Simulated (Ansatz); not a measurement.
# MoS2 (P6_3/mmc): one cell, many starting occupations

DFT+U has many self-consistent solutions. How far apart do the states of MoS2 (P6_3/mmc) lie when only the starting occupations change? Cell and atoms stay fixed.

Program: Ansatz 0.2.0. Level of theory: DFT LDA+U (U_eff = 2 eV on Mo d), plane waves, PAW. These are calculated values, not measurements.

### 1 The system as given

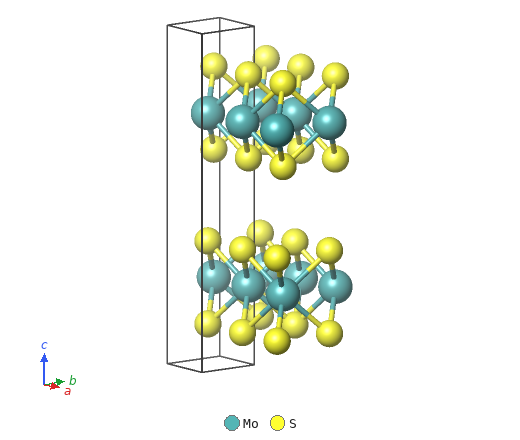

Start, viewed slightly off an axis; molybdenum teal, sulfur yellow. 3×2×1 cells are drawn.

Coordinates:

```
Mo S
1.0
     3.16100    0.00000    0.00000
    -1.58050    2.73751    0.00000
     0.00000    0.00000   12.29500
Mo S
2 4
Direct
  0.33333 0.66667 0.25000
  0.66667 0.33333 0.75000
  0.33333 0.66667 0.62750
  0.66667 0.33333 0.12750
  0.33333 0.66667 0.87250
  0.66667 0.33333 0.37250
```

Magnetic order typed: opposed in the cell.

The runs: from atoms, symmetry kept, no search; natural orbitals of the symmetric run, filled by rank; random orbitals: single harmonics, first filling; random orbitals: fully mixed, first filling; random orbitals: drawn by pairs, first filling; from atoms, default search.

### 2 From atoms, symmetry kept, no search

input.yaml reads:

```yaml
crystal:
  lattice:
    - [3.16100152, 0.0, 0.0]
    - [-1.58050076, 2.73750762, 0.0]
    - [0.0, 0.0, 12.2949997]
  atoms:
    - { symbol: Mo, position: [0.3333333333, 0.6666666667, 0.25], spin: 2.0 }
    - { symbol: Mo, position: [0.6666666667, 0.3333333333, 0.75], spin: -2.0 }
    - { symbol: S, position: [0.3333333333, 0.6666666667, 0.6275] }
    - { symbol: S, position: [0.6666666667, 0.3333333333, 0.1275] }
    - { symbol: S, position: [0.3333333333, 0.6666666667, 0.8725] }
    - { symbol: S, position: [0.6666666667, 0.3333333333, 0.3725] }
basis:
  ecutwfc: 420
  ecutrho_ratio: 4
kpoints:
  mp_grid: { grid: [7, 7, 2] }
hamiltonian:
  xc: lda
  hubbard:
    sites: [{ site: 0, l: d, u_eff: 2.0 }, { site: 1, l: d, u_eff: 2.0 }]
scf:
  occupations: { method: gaussian, width: 0.05 }
  lower_state_search: "off"
  max_iter: 150
output:
  forces: true
  stress: true
  eigenvalues: true
  populations: true
  hubbard: { sites: [{ site: 0, l: d }, { site: 1, l: d }] }
magnetization:
  spin_polarized: true
```

The run is started by

```bash
> ansatz run input.yaml --threads 4 --pin off --max-ram 6144MiB --backend cpu --events-out ev --progress --plain --runs-dir out
```

The log of the run (excerpt; [...] marks lines left out):

```text
Warning: RAYON_NUM_THREADS=4 ignored (pool sized by the plan → 4); use --threads N
Mo: projections on atomic orbitals take those of the free atom [Ar 3d10] 4s2 4p6 4d5 5s1, of charge +0.00 (hamiltonian.pseudopotentials.projection_atoms); the dataset's partial waves leave at most 6.0e-6 of an orbital's norm unspanned inside its sphere
S: projections on atomic orbitals take those of the free atom [Ne] 3s2 3p4, of charge +0.00 (hamiltonian.pseudopotentials.projection_atoms); the dataset's partial waves leave at most 1.6e-7 of an orbital's norm unspanned inside its sphere
[...]
Pseudopotentials: kind: paw
Pseudopotential: Mo, paw, valence charge 14, recommended cutoff 420 eV (normal), Mo.paw.azcp
Pseudopotential: S, paw, valence charge 6, recommended cutoff 420 eV (normal), S.paw.azcp
Functional definition: SPW92
[...]
Crystal: 6 atoms, lattice volume = 106.392 Å³
[...]
WARN: the starting moments were not kept: the SCF closed with an absolute magnetisation of 5.8e-6 μB, where they sum to 4 μB in size (2 sites). That is at most 0.1 of that sum. Measured as dr2_m measures the in/out step, that magnetisation stands 4.9e-12 eV from none, at or under the [...]
     2      S      6.0272     0.0000
     3      S      6.0272    -0.0000
     4      S      6.0272     0.0000
     5      S      6.0272    -0.0000
  spilling = 0.008019 (of n_electrons = 52.000000)
--- Occupation matrices: 2 shells (run DFT+U table (all-electron-ortho-atomic); ε = 5.95e-4) ---
  Mo0 d_4D: site group D3h (-6m2)
  Mo0 d_4D up     Tr n = 2.6187  λ = 0.477 0.477 0.535 0.535 0.595  [2× xz 0.50 E''(1.00) | 2× x2-y2 0.50 E'(1.00) | z2 1.00 A1'(1.00)]
  Mo0 d_4D dn     Tr n = 2.6187  λ = 0.477 0.477 0.535 0.535 0.595  [2× xz 0.50 E''(1.00) | 2× x2-y2 0.50 E'(1.00) | z2 1.00 A1'(1.00)]
  Mo1 d_4D: site group D3h (-6m2)
  Mo1 d_4D up     Tr n = 2.6187  λ = 0.477 0.477 0.535 0.535 0.595  [2× xz 0.50 E''(1.00) | 2× x2-y2 0.50 E'(1.00) | z2 1.00 A1'(1.00)]
  Mo1 d_4D dn     Tr n = 2.6187  λ = 0.477 0.477 0.535 0.535 0.595  [2× xz 0.50 E''(1.00) | 2× x2-y2 0.50 E'(1.00) | z2 1.00 A1'(1.00)]
  Tr n, λ and their labels are of the run-group-symmetrised matrices; stabiliser: 48 of 48 elements of G0×{1,Θ} (closed), max defect 3.0e-6 at τ = 1.3e-4
```

Run time: 6 s. Hardware: 4 threads of Intel Xeon Platinum 8488C (Sapphire Rapids), shared host; peak memory 0.51 GiB.

End state: a gap on the mesh of 0.92 eV, pressure 1.0 GPa, no moment over 0.05 μB in any sphere, largest force component 0.74 eV/Å, 12 symmetry operations imposed.

The shells' filling, with natural orbitals sorted by occupation:

| shell | channel | electrons | over 0.8 | 0.2 to 0.8 | under 0.2 |
| --- | --- | --- | --- | --- | --- |
| Mo 4d (atom 1) | up | 2.62 | 0 | 5 | 0 |
| Mo 4d (atom 1) | down | 2.62 | 0 | 5 | 0 |

### 3 Natural orbitals of the symmetric run, filled by rank

Changes to input.yaml since step 2:

```diff
@@ -20,3 +20,35 @@
   hubbard:
-    sites: [{ site: 0, l: d, u_eff: 2.0 }, { site: 1, l: d, u_eff: 2.0 }]
+    sites:
+      - { site: 0, l: d, u_eff: 2.0, starting_ns: [{ spin: up, occupation_matrix: s0up }, { spin: down, occupation_matrix: s0down }] }
+      - { site: 1, l: d, u_eff: 2.0, starting_ns: [{ spin: up, occupation_matrix: s1up }, { spin: down, occupation_matrix: s1down }] }
+    occupation_matrices:
+      s0up:
+        matrix:
+          - [0.97, 0.0, 0.0, 0.0, 0.0]
+          - [0.0, 0.02, 0.0, 0.0, 0.0]
+          - [0.0, 0.0, 0.02, 0.0, 0.0]
+          - [0.0, 0.0, 0.0, 0.02, 0.0]
+          - [0.0, 0.0, 0.0, 0.0, 0.97]
+      s0down:
+        matrix:
+          - [0.02, 0.0, 0.0, 0.0, 0.0]
+          - [0.0, 0.02, 0.0, 0.0, 0.0]
+          - [0.0, 0.0, 0.02, 0.0, 0.0]
+          - [0.0, 0.0, 0.0, 0.02, 0.0]
+          - [0.0, 0.0, 0.0, 0.0, 0.02]
+      s1up:
+        matrix:
+          - [0.02, 0.0, 0.0, 0.0, 0.0]
+          - [0.0, 0.02, 0.0, 0.0, 0.0]
+          - [0.0, 0.0, 0.02, 0.0, 0.0]
+          - [0.0, 0.0, 0.0, 0.02, 0.0]
+          - [0.0, 0.0, 0.0, 0.0, 0.02]
+      s1down:
+        matrix:
+          - [0.97, 0.0, 0.0, 0.0, 0.0]
+          - [0.0, 0.02, 0.0, 0.0, 0.0]
+          - [0.0, 0.0, 0.02, 0.0, 0.0]
+          - [0.0, 0.0, 0.0, 0.02, 0.0]
+          - [0.0, 0.0, 0.0, 0.0, 0.97]
+    ns_hold: { iters: 10 }
 scf:
@@ -31,2 +63,6 @@
   hubbard: { sites: [{ site: 0, l: d }, { site: 1, l: d }] }
+  write_density: true
+  write_potential: true
+  elf: true
+  volumetric_format: npy
 magnetization:
```

The typed matrices put 0.97 on the chosen orbitals and 0.02 on the others, and are held for 10 cycles.

The run is started by

```bash
> ansatz run input.yaml --threads 4 --pin off --max-ram 6144MiB --backend cpu --events-out ev --progress --plain --runs-dir out
```

The log of the run (excerpt; [...] marks lines left out):

```text
Warning: crystal.symmetry: narrowed to the stabiliser of the occupation matrices — unitary ops 12 → 4, anti-unitary 12 → 4; lowered by the specified shells (site 0, l: d), (site 1, l: d); largest admitted image defect 4.4e-16, smallest excluded 7.1e-1 — at a splitting's scale: the group [...]
Warning: RAYON_NUM_THREADS=4 ignored (pool sized by the plan → 4); use --threads N
Mo: projections on atomic orbitals take those of the free atom [Ar 3d10] 4s2 4p6 4d5 5s1, of charge +0.00 (hamiltonian.pseudopotentials.projection_atoms); the dataset's partial waves leave at most 6.0e-6 of an orbital's norm unspanned inside its sphere
S: projections on atomic orbitals take those of the free atom [Ne] 3s2 3p4, of charge +0.00 (hamiltonian.pseudopotentials.projection_atoms); the dataset's partial waves leave at most 1.6e-7 of an orbital's norm unspanned inside its sphere
[...]
WARN: the starting moments were not kept: the SCF closed with an absolute magnetisation of 9.6e-6 μB, where they sum to 4 μB in size (2 sites). That is at most 0.1 of that sum. Measured as dr2_m measures the in/out step, that magnetisation stands 1.2e-11 eV from none, at or under the [...]
WARN: hamiltonian.hubbard: on 4 of 4 specified blocks the occupation matrix of this SCF's result fails the test of the specified filling. At site 0 ↑ (sites count from 0 in the list of atoms of the cell that this SCF solves) the least filled combination of the orbitals specified full has [...]
  specified occupation → Mo0 d_4D up: matrix, ‖Δ‖_F = 1.0063, Tr Δ = -0.6187, displaced = 1.1195, d_λ = 1.0063; orbital distance = 0.7071
  specified occupation → Mo0 d_4D dn: matrix, ‖Δ‖_F = 1.1307, Tr Δ = -2.5187, displaced = 1.2594, d_λ = 1.1307; orbital distance = 0.0000
  Mo1 d_4D: site group D3h (-6m2)
  Mo1 d_4D up     Tr n = 2.6187  λ = 0.477 0.477 0.535 0.535 0.595  [2× xz 0.50 E''(1.00) | 2× x2-y2 0.50 E'(1.00) | z2 1.00 A1'(1.00)]
  Mo1 d_4D dn     Tr n = 2.6187  λ = 0.477 0.477 0.535 0.535 0.595  [2× xz 0.50 E''(1.00) | 2× x2-y2 0.50 E'(1.00) | z2 1.00 A1'(1.00)]
  specified occupation → Mo1 d_4D up: matrix, ‖Δ‖_F = 1.1307, Tr Δ = -2.5187, displaced = 1.2594, d_λ = 1.1307; orbital distance = 0.0000
  specified occupation → Mo1 d_4D dn: matrix, ‖Δ‖_F = 1.0063, Tr Δ = -0.6187, displaced = 1.1195, d_λ = 1.0063; orbital distance = 0.7071
  Tr n, λ and their labels are of the run-group-symmetrised matrices; stabiliser: 48 of 48 elements of G0×{1,Θ} (closed), max defect 5.1e-6 at τ = 2.2e-4
```

Run time: 14 s. Hardware: 4 threads of Intel Xeon Platinum 8488C (Sapphire Rapids), shared host; peak memory 0.59 GiB.

End state: a gap on the mesh of 0.92 eV, pressure 1.0 GPa, no moment over 0.05 μB in any sphere, largest force component 0.74 eV/Å, 4 symmetry operations imposed. The program reports that the typed filling wasn't kept.

How the shells are filled (orbitals counted by the eigenvalues of the occupation matrices):

| shell | channel | electrons | over 0.8 | 0.2 to 0.8 | under 0.2 |
| --- | --- | --- | --- | --- | --- |
| Mo 4d (atom 1) | up | 2.62 | 0 | 5 | 0 |
| Mo 4d (atom 1) | down | 2.62 | 0 | 5 | 0 |

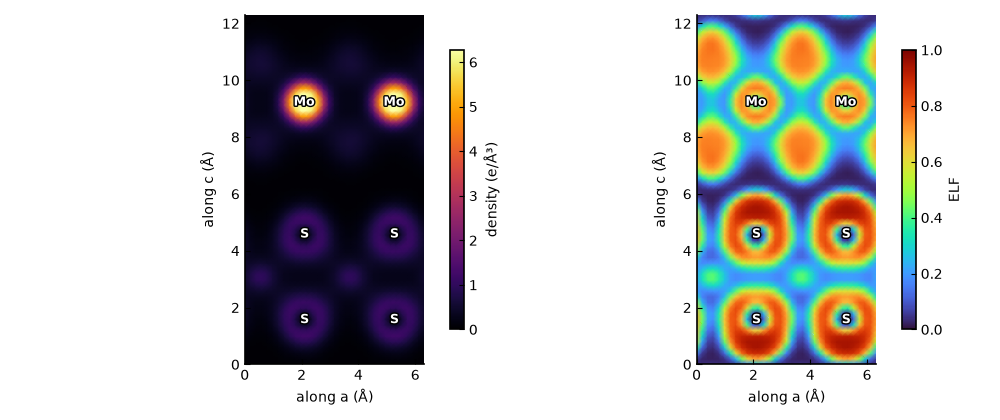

Density (left) and ELF (right) in a lattice plane of the grid's cell (edges 3.16 and 12.29 Å, at 0.333 of the third edge), which holds Mo and S. Only atoms in the plane are labelled. Both are smooth fields of the valence electrons: close to the nuclei they are not physical.

The highest ELF values outside the cores: 0.94 beside S, off the lines to its neighbours, 1.0 Å from S; 0.86 on the S–Mo line, 0.8 Å from S.

### 4 Random orbitals: single harmonics, first filling

Changes to input.yaml since step 3:

```diff
@@ -26,5 +26,5 @@
         matrix:
-          - [0.97, 0.0, 0.0, 0.0, 0.0]
+          - [0.02, 0.0, 0.0, 0.0, 0.0]
           - [0.0, 0.02, 0.0, 0.0, 0.0]
-          - [0.0, 0.0, 0.02, 0.0, 0.0]
+          - [0.0, 0.0, 0.97, 0.0, 0.0]
           - [0.0, 0.0, 0.0, 0.02, 0.0]
@@ -47,8 +47,8 @@
         matrix:
-          - [0.97, 0.0, 0.0, 0.0, 0.0]
+          - [0.02, 0.0, 0.0, 0.0, 0.0]
           - [0.0, 0.02, 0.0, 0.0, 0.0]
-          - [0.0, 0.0, 0.02, 0.0, 0.0]
+          - [0.0, 0.0, 0.97, 0.0, 0.0]
           - [0.0, 0.0, 0.0, 0.02, 0.0]
           - [0.0, 0.0, 0.0, 0.0, 0.97]
-    ns_hold: { iters: 10 }
+    ns_hold: { iters: 12 }
 scf:
```

The typed matrices put 0.97 on the chosen orbitals and 0.02 on the others, and are held for 12 cycles.

The run is started by

```bash
> ansatz run input.yaml --threads 4 --pin off --max-ram 6144MiB --backend cpu --events-out ev --progress --plain --runs-dir out
```

The log of the run (excerpt; [...] marks lines left out):

```text
Warning: crystal.symmetry: narrowed to the stabiliser of the occupation matrices — unitary ops 12 → 4, anti-unitary 12 → 4; lowered by the specified shells (site 0, l: d), (site 1, l: d); largest admitted image defect 4.4e-16, smallest excluded 7.1e-1 — at a splitting's scale: the group [...]
Warning: RAYON_NUM_THREADS=4 ignored (pool sized by the plan → 4); use --threads N
Mo: projections on atomic orbitals take those of the free atom [Ar 3d10] 4s2 4p6 4d5 5s1, of charge +0.00 (hamiltonian.pseudopotentials.projection_atoms); the dataset's partial waves leave at most 6.0e-6 of an orbital's norm unspanned inside its sphere
S: projections on atomic orbitals take those of the free atom [Ne] 3s2 3p4, of charge +0.00 (hamiltonian.pseudopotentials.projection_atoms); the dataset's partial waves leave at most 1.6e-7 of an orbital's norm unspanned inside its sphere
[...]
WARN: the starting moments were not kept: the SCF closed with an absolute magnetisation of 6.9e-6 μB, where they sum to 4 μB in size (2 sites). That is at most 0.1 of that sum. Measured as dr2_m measures the in/out step, that magnetisation stands 6.6e-12 eV from none, at or under the [...]
WARN: hamiltonian.hubbard: on 4 of 4 specified blocks the occupation matrix of this SCF's result fails the test of the specified filling. At site 0 ↑ (sites count from 0 in the list of atoms of the cell that this SCF solves) the least filled combination of the orbitals specified full has [...]
  specified occupation → Mo0 d_4D up: matrix, ‖Δ‖_F = 1.1123, Tr Δ = -0.6187, displaced = 1.2377, d_λ = 1.0063; orbital distance = 1.5811
  specified occupation → Mo0 d_4D dn: matrix, ‖Δ‖_F = 1.1307, Tr Δ = -2.5187, displaced = 1.2594, d_λ = 1.1307; orbital distance = 0.0000
  Mo1 d_4D: site group D3h (-6m2)
  Mo1 d_4D up     Tr n = 2.6187  λ = 0.477 0.477 0.535 0.535 0.595  [2× xz 0.50 E''(1.00) | 2× x2-y2 0.50 E'(1.00) | z2 1.00 A1'(1.00)]
  Mo1 d_4D dn     Tr n = 2.6187  λ = 0.477 0.477 0.535 0.535 0.595  [2× xz 0.50 E''(1.00) | 2× x2-y2 0.50 E'(1.00) | z2 1.00 A1'(1.00)]
  specified occupation → Mo1 d_4D up: matrix, ‖Δ‖_F = 1.1307, Tr Δ = -2.5187, displaced = 1.2594, d_λ = 1.1307; orbital distance = 0.0000
  specified occupation → Mo1 d_4D dn: matrix, ‖Δ‖_F = 1.1123, Tr Δ = -0.6187, displaced = 1.2377, d_λ = 1.0063; orbital distance = 1.5811
  Tr n, λ and their labels are of the run-group-symmetrised matrices; stabiliser: 48 of 48 elements of G0×{1,Θ} (closed), max defect 5.3e-6 at τ = 2.2e-4
```

It took 20 s on 4 threads of Intel Xeon Platinum 8488C (Sapphire Rapids), shared host; peak memory 0.59 GiB.

It ends with a gap on the mesh of 0.92 eV, pressure 1.0 GPa, no moment over 0.05 μB in any sphere, largest force component 0.74 eV/Å, 4 symmetry operations imposed. The program reports that the typed filling wasn't kept.

The shells' filling, with natural orbitals sorted by occupation:

| shell | channel | electrons | over 0.8 | 0.2 to 0.8 | under 0.2 |
| --- | --- | --- | --- | --- | --- |
| Mo 4d (atom 1) | up | 2.62 | 0 | 5 | 0 |
| Mo 4d (atom 1) | down | 2.62 | 0 | 5 | 0 |

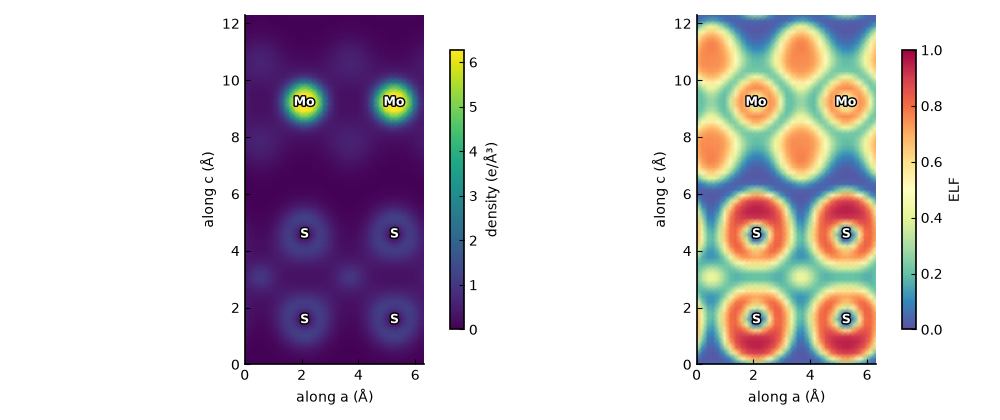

Density (left) and ELF (right) in a lattice plane of the grid's cell (edges 3.16 and 12.29 Å, at 0.333 of the third edge), which holds Mo and S. Only atoms in the plane are labelled. Both are smooth fields of the valence electrons: close to the nuclei they are not physical.

The highest ELF values outside the cores: 0.94 beside S, off the lines to its neighbours, 1.0 Å from S; 0.86 on the S–Mo line, 0.8 Å from S.

### 5 Random orbitals: fully mixed, first filling

Changes to input.yaml since step 4:

```diff
@@ -26,7 +26,7 @@
         matrix:
-          - [0.02, 0.0, 0.0, 0.0, 0.0]
-          - [0.0, 0.02, 0.0, 0.0, 0.0]
-          - [0.0, 0.0, 0.97, 0.0, 0.0]
-          - [0.0, 0.0, 0.0, 0.02, 0.0]
-          - [0.0, 0.0, 0.0, 0.0, 0.97]
+          - [0.5554, -0.06357, -0.45438, -0.10612, -0.01458]
+          - [-0.06357, 0.31658, -0.07506, 0.40964, -0.1277]
+          - [-0.45438, -0.07506, 0.46321, -0.08716, 0.07015]
+          - [-0.10612, 0.40964, -0.08716, 0.58646, -0.17491]
+          - [-0.01458, -0.1277, 0.07015, -0.17491, 0.07836]
       s0down:
@@ -47,8 +47,8 @@
         matrix:
-          - [0.02, 0.0, 0.0, 0.0, 0.0]
-          - [0.0, 0.02, 0.0, 0.0, 0.0]
-          - [0.0, 0.0, 0.97, 0.0, 0.0]
-          - [0.0, 0.0, 0.0, 0.02, 0.0]
-          - [0.0, 0.0, 0.0, 0.0, 0.97]
-    ns_hold: { iters: 12 }
+          - [0.5554, -0.06357, -0.45438, -0.10612, -0.01458]
+          - [-0.06357, 0.31658, -0.07506, 0.40964, -0.1277]
+          - [-0.45438, -0.07506, 0.46321, -0.08716, 0.07015]
+          - [-0.10612, 0.40964, -0.08716, 0.58646, -0.17491]
+          - [-0.01458, -0.1277, 0.07015, -0.17491, 0.07836]
+    ns_hold: { iters: 5 }
 scf:
```

The typed matrices are held for 5 cycles.

The run is started by

```bash
> ansatz run input.yaml --threads 4 --pin off --max-ram 6144MiB --backend cpu --events-out ev --progress --plain --runs-dir out
```

The log of the run (excerpt; [...] marks lines left out):

```text
Warning: crystal.symmetry: narrowed to the stabiliser of the occupation matrices — unitary ops 12 → 1, anti-unitary 12 → 1; lowered by the specified shells (site 0, l: d), (site 1, l: d); largest admitted image defect 2.2e-16, smallest excluded 4.8e-1 — at a splitting's scale: the group [...]
Warning: RAYON_NUM_THREADS=4 ignored (pool sized by the plan → 4); use --threads N
Mo: projections on atomic orbitals take those of the free atom [Ar 3d10] 4s2 4p6 4d5 5s1, of charge +0.00 (hamiltonian.pseudopotentials.projection_atoms); the dataset's partial waves leave at most 6.0e-6 of an orbital's norm unspanned inside its sphere
S: projections on atomic orbitals take those of the free atom [Ne] 3s2 3p4, of charge +0.00 (hamiltonian.pseudopotentials.projection_atoms); the dataset's partial waves leave at most 1.6e-7 of an orbital's norm unspanned inside its sphere
[...]
WARN: the starting moments were not kept: the SCF closed with an absolute magnetisation of 9.8e-6 μB, where they sum to 4 μB in size (2 sites). That is at most 0.1 of that sum. Measured as dr2_m measures the in/out step, that magnetisation stands 7.1e-12 eV from none, at or under the [...]
WARN: hamiltonian.hubbard: on 4 of 4 specified blocks the occupation matrix of this SCF's result fails the test of the specified filling. At site 0 ↑ (sites count from 0 in the list of atoms of the cell that this SCF solves) the least filled combination of the orbitals specified full has [...]
  specified occupation → Mo0 d_4D up: matrix, ‖Δ‖_F = 1.0715, Tr Δ = -0.6187, displaced = 1.1950, d_λ = 1.0063; orbital distance = 1.3096
  specified occupation → Mo0 d_4D dn: matrix, ‖Δ‖_F = 1.1307, Tr Δ = -2.5187, displaced = 1.2594, d_λ = 1.1307; orbital distance = 0.0000
  Mo1 d_4D: site group D3h (-6m2)
  Mo1 d_4D up     Tr n = 2.6187  λ = 0.477 0.477 0.535 0.535 0.595  [2× xz 0.50 E''(1.00) | 2× x2-y2 0.50 E'(1.00) | z2 1.00 A1'(1.00)]
  Mo1 d_4D dn     Tr n = 2.6187  λ = 0.477 0.477 0.535 0.535 0.595  [2× xz 0.50 E''(1.00) | 2× x2-y2 0.50 E'(1.00) | z2 1.00 A1'(1.00)]
  specified occupation → Mo1 d_4D up: matrix, ‖Δ‖_F = 1.1307, Tr Δ = -2.5187, displaced = 1.2594, d_λ = 1.1307; orbital distance = 0.0000
  specified occupation → Mo1 d_4D dn: matrix, ‖Δ‖_F = 1.0715, Tr Δ = -0.6187, displaced = 1.1950, d_λ = 1.0063; orbital distance = 1.3096
  Tr n, λ and their labels are of the run-group-symmetrised matrices; stabiliser: 48 of 48 elements of G0×{1,Θ} (closed), max defect 2.5e-6 at τ = 1.1e-4
```

Run time: 16 s. Hardware: 4 threads of Intel Xeon Platinum 8488C (Sapphire Rapids), shared host; peak memory 0.69 GiB.

Result: a gap on the mesh of 0.92 eV, pressure 1.0 GPa, no moment over 0.05 μB in any sphere, largest force component 0.74 eV/Å, 1 symmetry operation imposed. The program reports that the typed filling wasn't kept.

The shells' filling, with natural orbitals sorted by occupation:

| shell | channel | electrons | over 0.8 | 0.2 to 0.8 | under 0.2 |
| --- | --- | --- | --- | --- | --- |
| Mo 4d (atom 1) | up | 2.62 | 0 | 5 | 0 |
| Mo 4d (atom 1) | down | 2.62 | 0 | 5 | 0 |

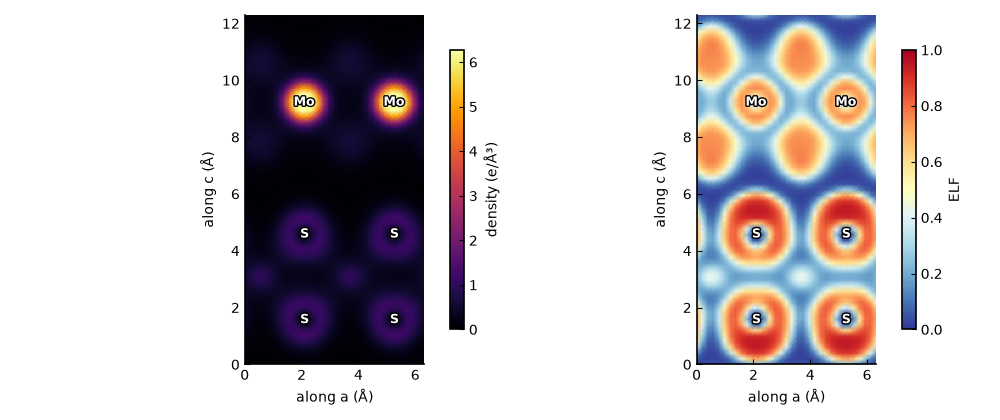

Density (left) and ELF (right) in a lattice plane of the grid's cell (edges 3.16 and 12.29 Å, at 0.333 of the third edge), which holds Mo and S. Only atoms in the plane are labelled. Both are smooth fields of the valence electrons: close to the nuclei they are not physical.

Outside the cores ELF peaks at 0.94 beside S, off the lines to its neighbours, 1.0 Å from S; 0.86 on the S–Mo line, 0.8 Å from S.

(Part 1 of 2 ends here.)
